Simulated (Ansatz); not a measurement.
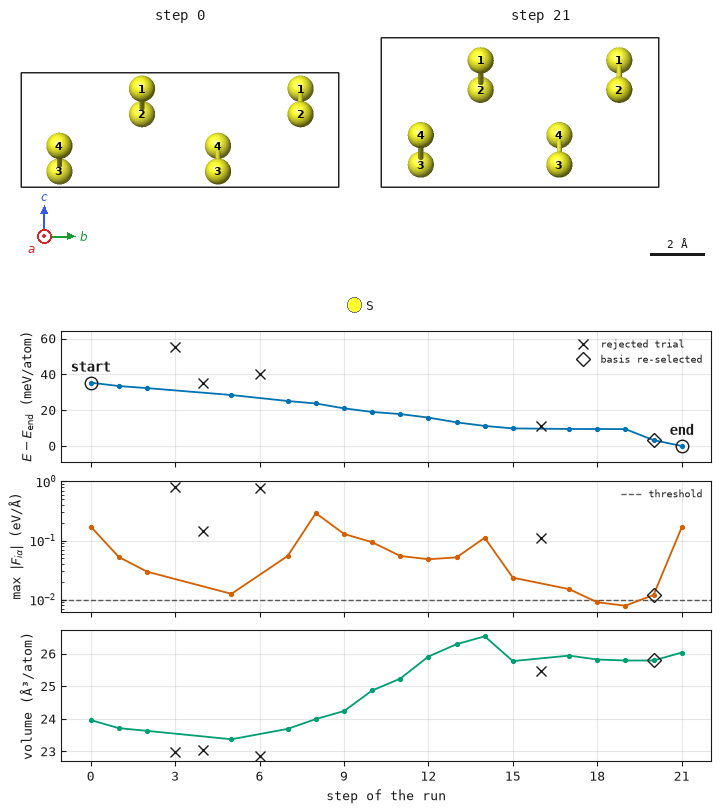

First and last geometry of a relaxation of a crystal of S (built on the black phosphorus_64 type), with the history of the run. Style: ball-and-stick. Shown: the conventional cell (2 times the calculation's cell), along the a axis. Lengths and directions refer to the drawn axes.

Case: black phosphorus type (Cmce, No. 64).

Level of theory: Ansatz, DFT PBEsol, scalar-relativistic, plane waves, PAW.

Input
```yaml
crystal:
  lattice:
    - [1.8603981412, -5.9739461685, 0.0]
    - [1.8603981412, 5.9739461685, 0.0]
    - [0.0, 0.0, 4.3124036051]
  atoms:
    - { symbol: S, position: [0.119747869, 0.880252131, 0.8619225537] }
    - { symbol: S, position: [0.619747869, 0.380252131, 0.6380774463] }
    - { symbol: S, position: [0.880252131, 0.119747869, 0.1380774463] }
    - { symbol: S, position: [0.380252131, 0.619747869, 0.3619225537] }
basis:
  ecutwfc: 420
kpoints:
  mp_grid: { grid: [14, 14, 12] }
hamiltonian:
  xc: pbesol
scf:
  occupations: { method: gaussian, width: 0.1 }
output:
  forces: true
  stress: true
  eigenvalues: true
relax:
  adjacent_minimum: "off"
  f_tol: 0.01
  max_steps: 80
  cell: { stress_tol: 0.05 }
```

Q: Did the run converge, and what did it change?

A: The run was cut off at its time limit before the relaxation converged, so the last structure is only a point on the way. After 16 accepted moves (21 points after the start) the energy has fallen by 35.4 meV per atom. Largest force component: 0.17 eV/Å at the start, 0.17 eV/Å at the end. Pressure: 0.13 GPa at the start and 0.38 GPa at the end. The line search rejected the trial steps at points 3, 4, 6, 16 of the run. At 1 point the geometry stayed and the basis and grid were re-selected for the new cell (energy shift of 6.2 meV per atom at most each time). The largest moves relative to the cell, 0.24 Å, are those of S1, S2, S3 and S4. S1 goes along [0 −2 −1]. The volume changes by +8.6 %, with a 3.721 → 3.539 Å (−4.9 %), b 11.948 → 10.444 Å (−12.6 %), c 4.312 → 5.635 Å (+30.7 %). Among the contacts that change: S1–S2 2.096 → 2.089 Å. Among the angles between lasting bonds that change: S2–S1–S2 125.2° → 115.8°. The space group stays Cmce (No. 64).
